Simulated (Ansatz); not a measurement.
**TaN: density, localisation and related maps**

Input

```
crystal:
  lattice:
    - [3.1182143121, 2.921e-07, 0.0]
    - [-1.559107409, 2.7004526627, 0.0]
    - [0.0, 0.0, 7.6801128751]
  atoms:
    - { symbol: Ta, position: [0.0, 0.0, 0.0] }
    - { symbol: "N", position: [0.6666666667, 0.3333333333, 0.1666666667] }
    - { symbol: Ta, position: [0.3333333333, 0.6666666667, 0.3333333333] }
    - { symbol: "N", position: [0.0, 0.0, 0.5] }
    - { symbol: Ta, position: [0.6666666667, 0.3333333333, 0.6666666667] }
    - { symbol: "N", position: [0.3333333333, 0.6666666667, 0.8333333333] }
basis:
  ecutwfc: 420
kpoints:
  mp_grid: { grid: [12, 12, 6] }
hamiltonian:
  xc: pbe
scf:
  occupations: { method: gaussian, width: 0.1 }
output:
  forces: true
  stress: true
  eigenvalues: true
  write_density: true
  write_potential: true
  elf: true
  volumetric_format: npy
relax:
  adjacent_minimum: "off"
  f_tol: 0.005
  max_steps: 80
  cell: { stress_tol: 0.05 }
```

Command:

```sh
ansatz run input.yaml --threads 1 --pin off --max-ram 2560MiB --backend cpu --events-out ev --progress --plain --runs-dir out
```

Below, planes, directions and counts refer to the conventional cell (a = 3.13 Å, b = 3.13 Å, c = 7.62 Å, α = 90.00°, β = 90.00°, γ = 120.00°).

The fields are those of the run's last geometry, not of the input's.

Space group R-3m; a generated structure, not necessarily the stable one.

These are results of Ansatz 0.2.0, DFT PBE, scalar-relativistic, plane waves, PAW, not measurements.

Core electrons are frozen (PAW), and the valence fields are smoothed inside the atomic spheres.

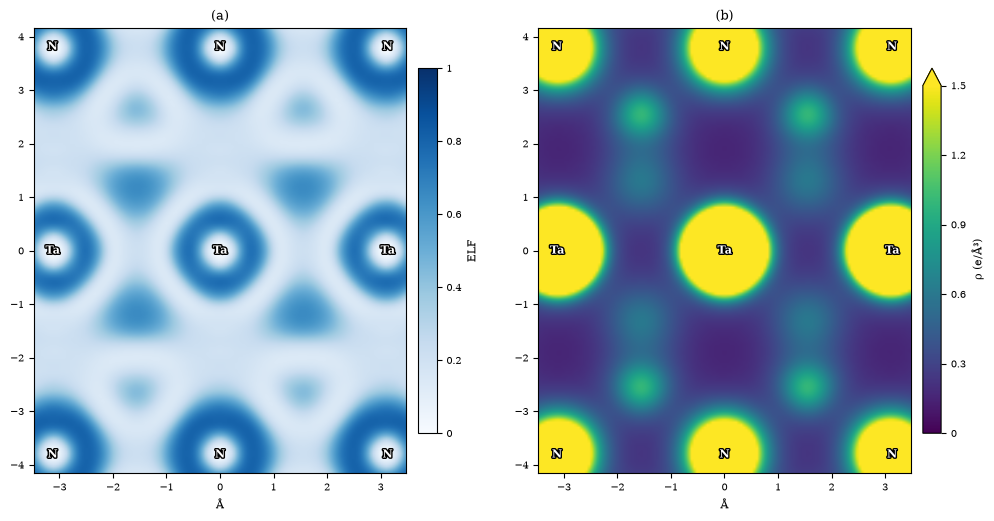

Figure 1. (a) ELF; (b) valence charge density (pseudo) on the (100) plane of the conventional cell.

**Read the bonding off the picture.**

The plane passes through Ta and N nuclei. Atoms just off the plane (N, 0.9 Å away and Ta, 0.9 Å away) can leave unmarked features too. Ta–Ta (3.13 Å): the density is about 0.23 e/Å³ at the midpoint; the ELF is about 0.20 at the midpoint; no shared electron pair shows on this line. Between the atoms the lowest density in this plane is 0.16 e/Å³. The features right at Ta lie inside the PAW spheres, where the map follows smoothed inner orbitals and isn't to be read closely.

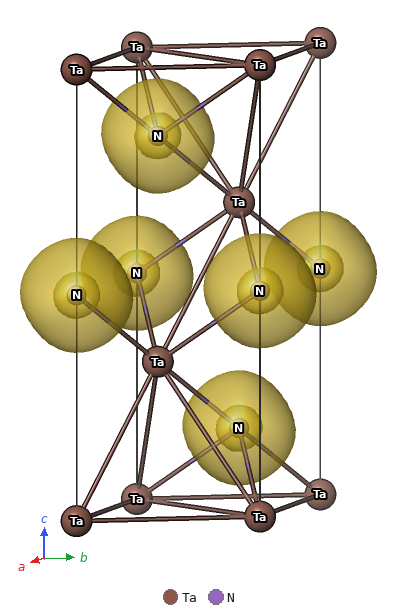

Figure 2. Isosurface of the electron localisation function at 0.6 (yellow), seen slightly off an axis. Core shells and regions of very low density are left out. Sticks mark near contacts.

**Identify the bonds, lone pairs and shells in this picture.**

At this value the surface marks out three regions wrapped around N (the valence shell of each), counted in one cell of 6 atoms. Any copies at cell faces, edges or corners count once. Along the contacts the grid gives the following. Ta–N (2.21 Å): the ELF peaks at about 0.80 in the valence shell of N, 0.7 Å from its nucleus, and is about 0.15 at the midpoint; no localised pair shows between them. Ta–Ta (3.12 Å): the ELF is about 0.20 at the midpoint; no localised pair shows between them.

**Metal or insulator at this level of theory?**

It is metallic or semimetallic at this level of theory: no gap opens; semilocal functionals without U, or without the true magnetic order, often close the gap of such compounds.
